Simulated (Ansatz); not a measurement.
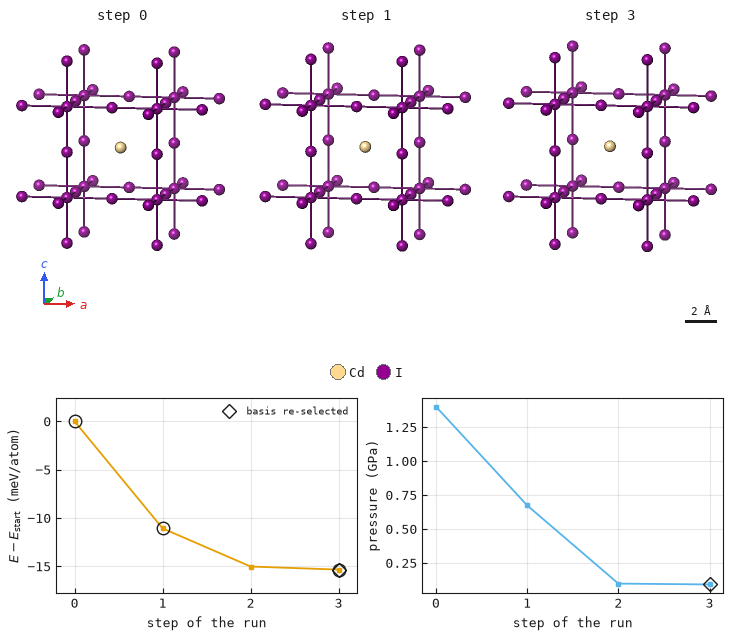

Frames of a relaxation of a crystal of CdI4 (a generated structure, set up in Pm-3m) (coarse preliminary run), marked on the history of the run. Style: ball-and-stick. Shown: the cell of the calculation, slightly off an axis.

Computed with DFT PBE, scalar-relativistic, plane waves, PAW in Ansatz 0.2.0.

Input
```yaml
crystal:
  lattice:
    - [6.07829968, 0.0, 0.0]
    - [0.0, 6.07829968, 0.0]
    - [0.0, 0.0, 6.07829968]
  atoms:
    - { symbol: Cd, position: [0.5, 0.5, 0.5] }
    - { symbol: I, position: [0.5, 0.0, 0.0] }
    - { symbol: I, position: [0.0, 0.5, 0.0] }
    - { symbol: I, position: [0.0, 0.0, 0.5] }
    - { symbol: I, position: [0.0, 0.0, 0.0] }
basis:
  ecutwfc: 420
kpoints:
  mp_grid: { grid: [4, 4, 4] }
hamiltonian:
  xc: pbe
scf:
  occupations: { method: gaussian, width: 0.1 }
  lower_state_search: "off"
output:
  forces: true
  stress: true
  eigenvalues: true
relax:
  adjacent_minimum: "off"
  f_tol: 0.04
  max_steps: 70
  cell: { stress_tol: 0.4 }
```

Launched with:
```bash
ansatz run input.yaml --threads 1 --pin off --max-ram 2048MiB --backend cpu --events-out ev --progress --plain --runs-dir out
```

**What happens along the run?**

No atom moves by more than 0.005 Å relative to the cell. The drawn cell changes as follows: a = b = c 6.078 → 6.233 Å (+2.6 %); the volume changes by +7.9 %. Among the contacts that change: I2–I5 3.039 → 3.117 Å. The space group stays Pm-3m (No. 221). The energy falls by 15.3 meV per atom in 2 accepted moves (3 points after the start). All forces vanish by symmetry, so only the cell relaxes. Pressure: 1.40 GPa at the start and 0.09 GPa at the end. At 1 point the geometry stayed and the basis and grid were re-selected for the new cell (energy shift of 0.3 meV per atom at most each time). From step 0 to 1: volume +3.9 %, energy −11.1 meV per atom. From step 1 to 3: volume +3.8 %, energy −4.3 meV per atom.

| step | E − E(0), meV/atom | pressure, GPa | volume, Å³/atom | note |
| --- | --- | --- | --- | --- |
| 0 | 0.00 | 1.40 | 44.913 |  |
| 1 | -11.06 | 0.67 | 46.676 |  |
| 2 | -15.01 | 0.10 | 48.440 |  |
| 3 | -15.33 | 0.09 | 48.440 | same geometry, new basis |
